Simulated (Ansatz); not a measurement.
System HfO₂ (space group P4_2/nmc, No. 137); source of the atomic positions: the geometry relaxed with Ansatz 0.2.0, DFT PBE, scalar-relativistic, plane waves, PAW.

```
Hf O
1.0
     3.60430    0.00000    0.00000
     0.00000    3.60430    0.00000
     0.00000    0.00000    5.26397
Hf O
2 4
Direct
  0.50000 0.50000 0.50000
  0.00000 0.00000 0.00000
  0.00000 0.50000 0.69325
  0.50000 0.00000 0.80675
  0.50000 0.00000 0.30675
  0.00000 0.50000 0.19325
```

Describe how the polyhedra about Hf are linked (bonds: Hf–O below 2.7 Å).

Hf: HfO8 cube, sharing edges with twelve neighbours.

They form a three-dimensional framework of edge-sharing cubes.

Centre to centre across a shared edge: 3.60 to 3.66 Å.

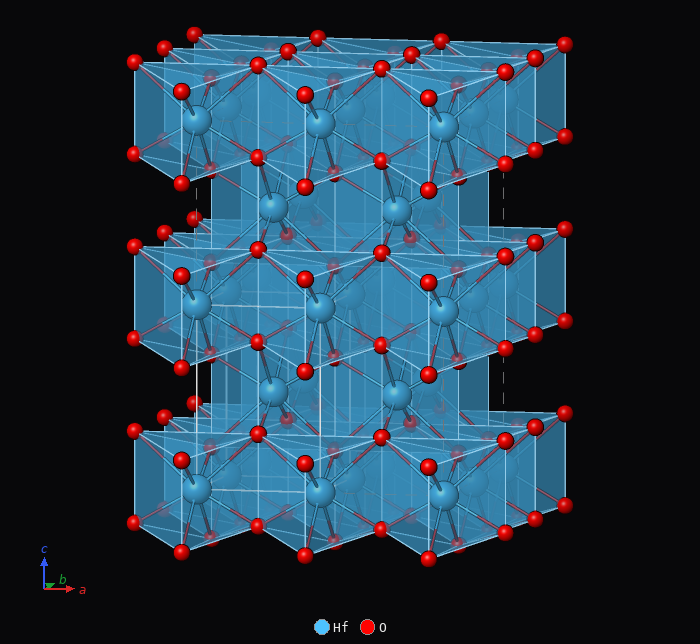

Polyhedra are drawn about Hf (bonds: Hf–O below 2.7 Å); other atoms are plain spheres.
